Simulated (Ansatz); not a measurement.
Run report: PtSe2, Wannier-function calculation

System: PtSe2 (R3m, 3 atoms in the cell).
Method: maximally localised Wannier functions of PBE bands, plane waves, PAW, no spin polarisation (Ansatz 0.2.0).

The structure was built on a prototype by a generator. The geometry comes from this level: r2scan-rvv10. It belongs to a series of runs on one base structure; here: anion p.

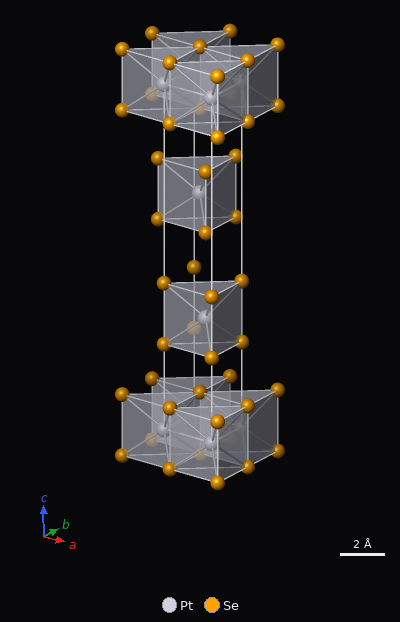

The structure as given in the input (polyhedral view of the cell 3 times as large as that of the calculation, set on its symmetry axes, seen slightly off an axis; polyhedra are completed across the faces of the cell). An atom can appear more than once, as a periodic image.

### Summary

```csv
quantity,value
outcome,converged
space group (tolerance 0.01 Å),R3m (160)
electrons treated,50
free energy,−23461.1327 eV
total spread of the Wannier functions,20.123 Å²
Fermi energy,12.674 eV
band gap,none (metallic)
hardware,"4 threads of Arm Neoverse V2, 24 GiB of memory available, shared host"
wall time,6.3 s (CPU time 24 s)
peak memory,0.48 GiB
```

Warnings of the run: the eigensolver left some states unconverged. Spin–orbit coupling is left out, which matters for Pt.

### The input
```yaml
crystal:
  lattice:
    - [1.8204971913, 1.0510645434, 5.4845021447]
    - [-1.8204971913, 1.0510645434, 5.4845021447]
    - [0.0, -2.1021290869, 5.4845021447]
  atoms:
    - { symbol: Pt, position: [-0.0007636735, -0.0007636735, -0.0007636735] }
    - { symbol: Se, position: [0.4219829424, 0.4219829424, 0.4219829424] }
    - { symbol: Se, position: [0.2454473977, 0.2454473977, 0.2454473977] }
kpoints:
  mp_grid: { grid: [6, 6, 6] }
  band_path:
    path:
      - [[0.0, 0.0, 0.0], [-0.5, -0.5, -0.5], [-0.5, -0.1911512710608, -0.8088487289392]]
      - [[-0.1911512710608, 0.1911512710608, -0.5], [-3.129231022721e-17, -3.129231022721e-17, -0.5], [0.0, 0.0, 0.0], [-5.322901893292e-17, 0.3455756355304, -0.3455756355304]]
      - [[-0.3455756355304, -6.258462045442e-17, -0.6544243644696], [-0.5, -6.258462045442e-17, -0.5], [0.0, 0.0, 0.0]]
    npoints: 10
hamiltonian:
  xc: pbe
scf:
  occupations: { method: fermi_dirac, width: 0.02 }
  n_extra_bands: 6
output:
  forces: false
  stress: false
  eigenvalues: true
  wannier:
    kmesh: [6, 6, 6]
    projections: [{ species: Se, l: p, shell: 4 }]
    minimise: true
    write_hr: true
    conv_tol: 1.0e-08
    max_iter: 3000
  write_density: true
  write_potential: true
  elf: true
  volumetric_format: npy
```

### File wannier.win
```
! ansatz wannier90 interface
! projections by site (counted from 0) and shell: 1 4P, 2 4P
! states of the run's bands (counted from 1): combinations of 17-27
! their least projectability: 0.6076
num_bands = 6
num_wann  = 6
num_iter  = 2000
conv_tol = 1e-8
conv_window = 5
guiding_centres = true
write_hr = true

begin unit_cell_cart
Ang
       1.8204971912803596       1.0510645434280061        5.484502144703194
      -1.8204971912803596       1.0510645434280061        5.484502144703194
                      0.0      -2.1021290869060127        5.484502144693613
end unit_cell_cart

begin atoms_frac
Pt             -0.0007636735            -0.0007636735            -0.0007636735
Se              0.4219829424             0.4219829424             0.4219829424
Se              0.2454473977             0.2454473977             0.2454473977
end atoms_frac

mp_grid = 6 6 6
```

Launch command:
```bash
ansatz run input.yaml --threads 4 --pin off --max-ram 3686MiB --backend cpu --events-out ev --progress --plain --runs-dir out
```

### Log
```
basis.fft_grid_basis auto: the FFT boxes are laid along the combinations [[1, -1, 0], [0, 1, 0], [0, -1, 1]] of the cell's own vectors, 3.641, 5.874 and 3.641 Å long. The dense box has 25×40×25 points. Along the cell's own vectors, as sized, it would have 40×40×40, 2.56 times as many. Of the 6 symmetry operations that the crystal satisfies within crystal.symmetry.tolerance (time reversal apart; of a slab, those that keep its plane) the dense box along the cell's own vectors carries 6, and the one as laid loses 4 of those. basis.fft_grid_basis: typed keeps the cell's own vectors: state it where this run's energies or levels are differenced outside the engine with another run's, or held beside a run that keeps those vectors. Those combinations have planes normal to reciprocal vector 3, as the cell's own vectors have. Each planar average written beside output.write_density, output.write_potential has a row for each plane of the box: 25. The volumetric files lie along those combinations, not along the cell's own vectors: a cube or XSF file states them, and fields.json those of NumPy files.
scf.n_extra_bands = 6 over 25 filled bands (N_el = 50.0): the run solves 31 bands
Engine: ansatz 0.2.0, aarch64-unknown-linux-gnu
Pseudopotentials: kind: paw
Pseudopotential: Pt, paw, valence charge 18, recommended cutoff 420 eV (normal), Pt.paw.azcp
Pseudopotential: Se, paw, valence charge 16, recommended cutoff 420 eV (normal), Se.paw.azcp
Functional definition: PBE
  parameter kappa = 0.804
  parameter beta = 0.06672455060314922
  exchange = pbe_x(kappa = kappa, mu = beta*pi^2/3)
  correlation = pbe_c(beta = beta)
Crystal: 3 atoms, lattice volume = 62.966 Å³
Basis set: ecut = 420 eV, 1213 PW (Γ), FFT grids on a1−a2, a2, −a2+a3
Bands: 31, of which v1, the nominal top of the filled ones, is band 25 counted from 1 (24 counted from 0)
Symmetry: 6 space group operations
Space group: R3m (ITA 160), of the structure as read, at distance tolerance 4.0e-5 Å
k-points: 32 of 216 (time reversal used)
Non-local potential: Pt, projectors of the file, l = 0: 3, l = 1: 2, l = 2: 2, l = 3: 1
Non-local potential: Se, projectors of the file, l = 0: 2, l = 1: 2, l = 2: 3, l = 3: 1
PAW form: soft (Blöchl's): semilocal exchange-correlation on the pseudo side does not see the compensation charge
PAW one-centre angular grid: Pt, 590 points (default); XC on 64 Gauss nodes
PAW one-centre angular grid: Se, 590 points (default); XC on 64 Gauss nodes
Initial density: superposition of atomic densities (neutral atoms: chi_scale 0, normalization atom), corrected by the library's trained network
Initial wavefunctions: pseudopotential atomic-orbital guess
Functional: x = pbe(κ = 0.804, μ = 0.2195149727645171), c = pbe(β = 0.06672455060314922)
SCF iter   1: F=—  HF=-23461.132000 eV  |F-HF|=—  |Δ(HF+E_count)|=         —  Δρ=5.27e-3  dr2=1.16e-2  ethr=1.77e-3  ⟨swp⟩=6.1  Hψ=4006  notcnv=0
preconditioner: auto → LDOS  [insulator: Δε(μ)=0.086 eV  Ē_g=10.285 eV  σ=0.020 eV  W_gap=0.58  n_scr=22 (ndim 8)  ℏωp=21.9 eV  f_vac=0.030  D(μ)=1.92/eV (n_scr^D=16)  ε∞_Penn≈5.6  β→1.0]
SCF iter   2: F=—  HF=-23461.132991 eV  |F-HF|=—  |Δ(HF+E_count)|=   9.91e-4  Δρ=1.88e-3  dr2=1.36e-3  ethr=2.32e-5  ⟨swp⟩=2.6  Hψ=2160  notcnv=0  defer=37
SCF iter   3: F=—  HF=-23461.132664 eV  |F-HF|=—  |Δ(HF+E_count)|=   3.27e-4  Δρ=4.08e-4  dr2=9.84e-5  ethr=2.72e-6  ⟨swp⟩=2.0  Hψ=1874  notcnv=0  defer=37
SCF iter   4: F=—  HF=-23461.132660 eV  |F-HF|=—  |Δ(HF+E_count)|=   3.33e-6  Δρ=8.74e-5  dr2=5.06e-6  ethr=1.97e-7  ⟨swp⟩=2.0  Hψ=1696  notcnv=0  defer=37
SCF iter   5: F=—  HF=-23461.132662 eV  |F-HF|=—  |Δ(HF+E_count)|=   1.26e-6  Δρ=2.48e-5  dr2=7.79e-7  ethr=1.01e-8  ⟨swp⟩=2.0  Hψ=1460  notcnv=0  defer=37
SCF iter   6: F=-23461.132662 eV  HF=-23461.132662 eV  |F-HF|=1.05e-8  |Δ(HF+E_count)|=   1.31e-7  Δρ=9.22e-6  dr2=5.30e-8  ethr=2.00e-10  ⟨swp⟩=5.1  Hψ=3385  notcnv=0
SCF 1 converged in 6 iterations: F = -23461.132662 eV  dr2 = 5.30e-8
  greatest PAW one-centre occupation: 1.000 electrons in one spin orbital (limit 2), on the Pt atom at site 0 (counted from 0), in its partial waves of l = 0
NSCF: frozen V_eff on 73 k-points
NSCF: frozen V_eff on 34 k-points
WARN: eigensolver did not converge (k=2): 1 band(s) unlocked after 20 sweeps at ethr=1.42e-12 eV (storage-precision floor; scheduled 1.00e-12 eV) (lowest unlocked band 30, counted from 0; max residual 1.26e-5 eV among the unlocked bands, 1.26e-5 eV over every band; other slots of this pass that fall short are told together in one closing line; warning suppressed until the next SCF loop or pass starts)
the Wannier pass solved 34 of the 216 points of its mesh, and has the states at the others by symmetry: states obtained by the crystal's operations at points that were solved too leave a residual of 2.52e-13 eV (read by the count's bands and the next), within 5.56e-6 eV
NSCF: frozen V_eff on 34 k-points
the Wannier pass solved 34 of the 216 points of its mesh, and has the states at the others by symmetry: states obtained by the crystal's operations at points that were solved too leave a residual of 3.74e-13 eV (read by the count's bands and the next), within 5.56e-6 eV
SCF converged after 6 iterations
Free energy (F): -23461.132662 eV
Harris-Foulkes:  -23461.132662 eV  (|F-HF|=1.05e-8)
Internal energy: -23461.130163 eV  (E = F + TS)
E sigma→0 (E₀):  -23461.131412 eV
Entropy (-TS):   -0.002499 eV (-0.833 meV/atom)
Fermi energy:    12.673850 eV
--- Per-component energies (eV) ---
  E_band       = -984.115816
  E_kinetic    = 873.263438
  E_local      = -6880.772295  (includes V_loc(G=0)·N_el)
  E_nonlocal   = -987.890252
  E_hartree    = 3182.324247
  E_xc         = -469.356362
  E_vxc        = -498.129341  (∫ρ·V_xc dr)
  E_paw        = -13279.072283  (= ΣΔE_a)
  E_vpaw       = 144.762271  (= ΣTr[D̂ρ^β])
  E_aug_tail   = -0.000997  (compensation charges beyond the density's cutoff)
  E_ewald      = -5899.625657
  E_smearing   = -0.002499  (= −TS)
  E_closure    = 0.000000  (closes the sum)
  Σ components = -23461.132662   (vs F -23461.132662, Δ=0.00e0)
--- Band table (eV; the first three rows and the last of 32) ---
  k-point 0: bands = ["-86.2779", "-40.7245", "-40.4219", "-40.4219", "-36.1464", "-36.1418", "-36.1418", "-36.1263", "-36.1263", "-36.0588", "-36.0529", "-36.0529", "-36.0317", "-36.0317", "-2.9486", "-0.4436", "5.2124", "7.5754", "7.5754", "8.2351", "8.2351", "9.8596", "12.7600", "12.7600", "13.2854", "13.5341", "13.5341", "15.0762", "18.5101", "20.5881", "20.5881"]
  k-point 1: bands = ["-86.2779", "-40.7242", "-40.4253", "-40.4229", "-36.1463", "-36.1419", "-36.1418", "-36.1263", "-36.1261", "-36.0587", "-36.0529", "-36.0529", "-36.0317", "-36.0315", "-2.6838", "-0.4177", "5.5475", "7.1882", "7.8229", "8.0013", "8.1501", "9.6613", "11.3031", "12.2868", "12.8253", "13.1266", "14.0374", "16.5083", "19.0671", "19.9113", "21.2300"]
  k-point 2: bands = ["-86.2777", "-40.7237", "-40.4322", "-40.4248", "-36.1460", "-36.1421", "-36.1417", "-36.1263", "-36.1257", "-36.0585", "-36.0530", "-36.0528", "-36.0317", "-36.0310", "-2.0623", "-0.3665", "5.8655", "6.6846", "7.5348", "7.9008", "8.5548", "9.2106", "10.3812", "11.1516", "11.8901", "13.2184", "14.1570", "16.4711", "18.1707", "19.1837", "22.4004"]
  k-point 31: bands = ["-86.2779", "-40.7245", "-40.4219", "-40.4219", "-36.1464", "-36.1419", "-36.1419", "-36.1263", "-36.1263", "-36.0588", "-36.0529", "-36.0529", "-36.0317", "-36.0317", "-2.3724", "-1.5137", "7.0521", "7.5214", "7.5214", "8.2919", "8.2919", "9.8355", "10.5252", "13.0176", "13.0176", "13.3034", "13.3034", "15.9164", "18.7800", "20.1000", "20.1000"]
Wannier search: line search 1 of at most 3000: gauge-dependent spread (as the search counts it) 0.5449020 Å², largest recent change 1.3e-1 Å² and fall left 8.5e-5 Å² against conv_tol 1.0e-8 Å², 0 stops escaped
WARN: [file] 136 periodic images of 134 elements of H(R) lie 4.88e-4 to 1.95e-3 Å beyond their element's nearest image, near the 9.77e-4 Å window within which an element is shared among its images; whether they share it moves the interpolated H(k) by 5.3e-2 eV (Frobenius norm, root mean square over the Brillouin zone); at the model's own mesh points H(k) does not change
```

### File rho_z.tsv
```
# z_ang	rho[e/angstrom^3]
# format = ansatz-planar-average/11
# lattice	1.820497191	1.051064543	5.484502145
# lattice	-1.820497191	1.051064543	5.484502145
# lattice	0.000000000	-2.102129087	5.484502145
# sites	3
# site	78	0.000000000	0.000000000	-0.012565107
# site	34	0.000000000	-0.000000000	6.943099058
# site	34	0.000000000	-0.000000000	4.038470337
0.000000	9.094675e-1
0.234942	9.362678e-1
0.469885	9.501351e-1
0.704827	9.935392e-1
0.939770	1.101031e0
1.174712	1.247048e0
1.409654	1.335941e0
1.644597	1.308876e0
1.879539	1.236868e0
2.114482	1.220049e0
2.349424	1.227368e0
2.584367	1.134699e0
2.819309	9.061037e-1
3.054251	6.366867e-1
3.289194	4.258746e-1
3.524136	2.991963e-1
3.759079	2.367424e-1
3.994021	2.151205e-1
4.228963	2.247804e-1
4.463906	2.697512e-1
4.698848	3.559928e-1
4.933791	4.769668e-1
5.168733	6.136308e-1
5.403675	7.435686e-1
5.638618	8.461996e-1
```

### File v_z.tsv
```
# z_ang	v_es[eV]	v_tot[eV]
# format = ansatz-planar-average/11
# xc	pbe
# density_cutoff_ev	1680
# datasets	Pt=:simpson_from_first_knot:soft	Se=:simpson_from_first_knot:soft
# lattice	1.820497191	1.051064543	5.484502145
# lattice	-1.820497191	1.051064543	5.484502145
# lattice	0.000000000	-2.102129087	5.484502145
# sites	3
# site	78	0.000000000	0.000000000	-0.012565107
# site	34	0.000000000	-0.000000000	6.943099058
# site	34	0.000000000	-0.000000000	4.038470337
0.000000	4.215647e0	-7.252167e0
0.234942	3.588957e0	-8.258898e0
0.469885	3.479185e0	-8.671013e0
0.704827	3.706158e0	-8.668613e0
0.939770	4.105641e0	-8.396282e0
1.174712	4.708168e0	-7.810177e0
1.409654	5.500998e0	-6.943088e0
1.644597	6.299918e0	-6.005000e0
1.879539	6.923502e0	-5.176544e0
2.114482	7.398487e0	-4.421200e0
2.349424	7.872982e0	-3.590775e0
2.584367	8.462638e0	-2.582148e0
2.819309	9.241291e0	-1.331568e0
3.054251	1.014810e1	8.500845e-2
3.289194	1.097642e1	1.407879e0
3.524136	1.160612e1	2.459646e0
3.759079	1.213286e1	3.306819e0
3.994021	1.255681e1	3.920362e0
4.228963	1.258734e1	3.978037e0
4.463906	1.196608e1	3.210407e0
4.698848	1.080566e1	1.747739e0
4.933791	9.403342e0	-7.475995e-2
5.168733	7.967028e0	-2.003930e0
5.403675	6.592733e0	-3.901269e0
5.638618	5.293865e0	-5.713731e0
```

### File wannier.spreads.toml
```
omega_i_ang2 = 19.578061858850873
omega_d_ang2 = 0.07155041886256885
omega_od_ang2 = 0.4730509752377092
omega_total_ang2 = 20.122663252951153
least_projectability = 0.6076483242594591
b_vectors_match_mmn = true
n_iter = 91
converged = true
rejected_fitted_steps = 2

[[wannier]]
r = [-0.01918356951696672, -0.03423408701757027, 4.2008227052457245]
spread = 3.1694749136336

[[wannier]]
r = [0.020924732108749594, 0.03327944590910115, 4.200804945971003]
spread = 3.1695338630742462

[[wannier]]
r = [0.028583683155110833, -0.01756674584650096, 6.770029944465077]
spread = 3.3563267751096078

[[wannier]]
r = [-0.029359238652643636, 0.017960070054427596, 6.770296304986119]
spread = 3.3588700432246625

[[wannier]]
r = [-0.0003939061967507673, 0.00022056307314689447, 4.031993196956673]
spread = 3.5134470756980143

[[wannier]]
r = [-0.00005951268405358487, 0.00003230611033991966, 6.926065454112994]
spread = 3.555010582211011

[[curvature_check]]
after_line_search = 9
omega_tilde_before_ang2 = 0.5446133048241049
krylov_steps = 30
lowest_ritz_value_ang2 = -0.00014229231828340717
residual_ang2 = 1.8233619051475107e-18
settled = true
first_negative_step = 5
curvature_along_ang2 = -0.00014238760003806468
angle_rad = 0.06490971414337346
omega_tilde_after_ang2 = 0.5446128872779213
outcome = "escaped"

[[curvature_check]]
after_line_search = 91
omega_tilde_before_ang2 = 0.5446013941002781
krylov_steps = 25
lowest_ritz_value_ang2 = 4.5400136408848625e-5
residual_ang2 = 3.970544471719024e-13
settled = true
outcome = "no-negative-curvature"
```

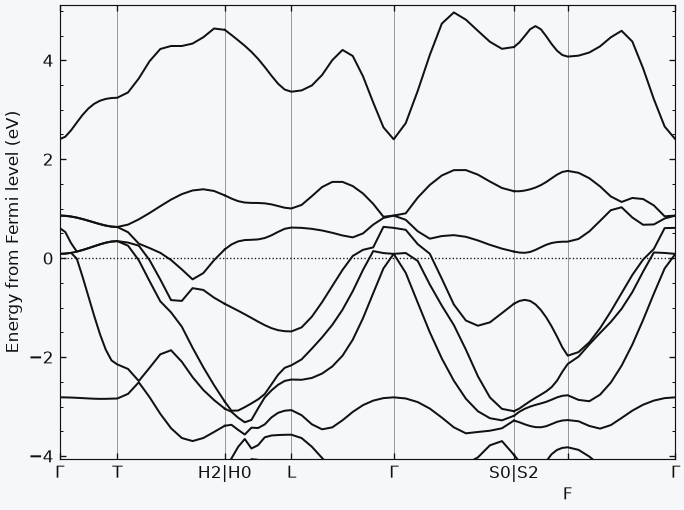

Band structure along Γ–T–H2|H0–L–Γ–S0|S2–F–Γ, with energies from the Fermi level. Bands cross the Fermi level: a metal at this level of theory.

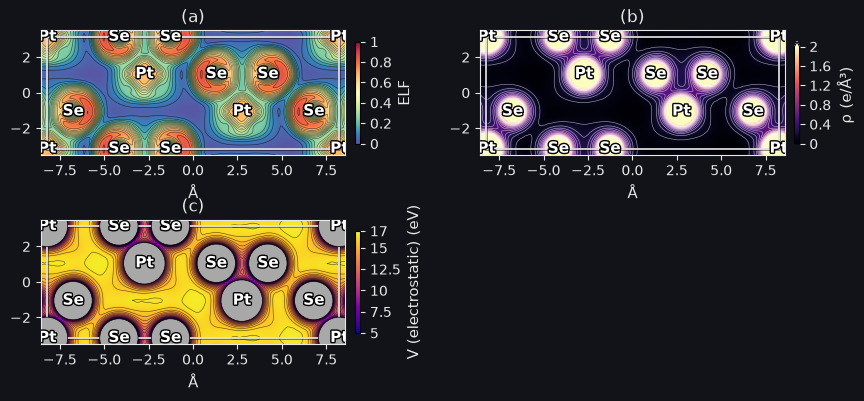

(a) ELF; (b) valence pseudo-density; (c) electrostatic potential (local pseudopotential plus Hartree) felt by an electron on the (110) plane of the conventional cell. Grey discs, where drawn, cover atomic cores. Pt–Se (2.54 Å): ρ is about 0.53 e/Å³ halfway; the ELF is about 0.40 at the midpoint. Away from the nuclei the density in this plane falls to 0.02 e/Å³ at its lowest. The strong features right at Pt lie inside the PAW spheres (semicore, d or f shells) and say nothing about bonding. Outside the cores the potential energy rises away from the atoms and is highest about 2.4 Å from the nearest atoms; outside the discs it spans about 11 eV, and its zero is arbitrary. Core electrons are frozen (PAW), so the fields are smoothed inside the atomic spheres.

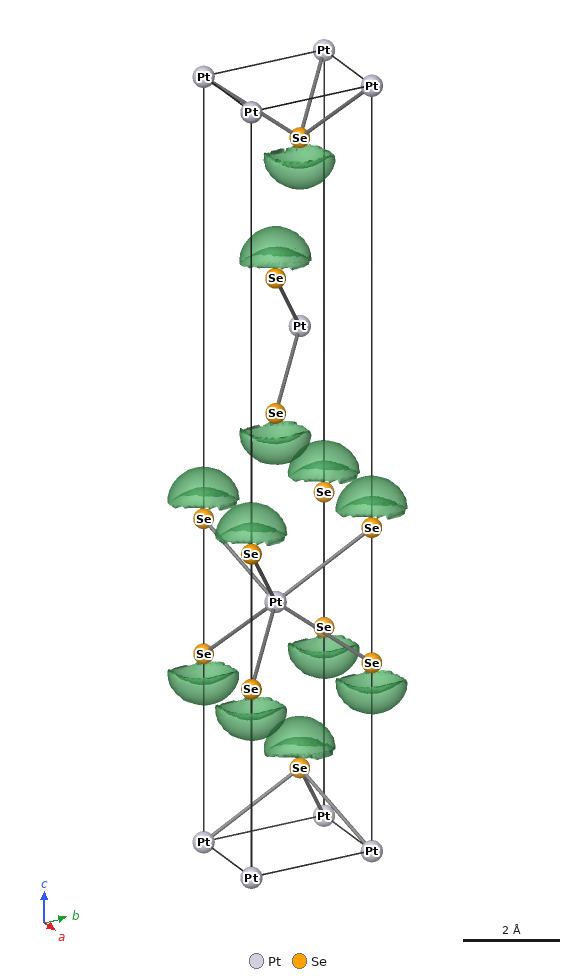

Isosurface of the ELF at 0.8 (green), seen slightly off an axis. Core shells and regions of very low density are left out. Sticks mark near contacts. The outline is the cell set on symmetry axes. Along the contacts the grid gives the following. Pt–Se (2.54 Å): the ELF is about 0.40 at the midpoint.
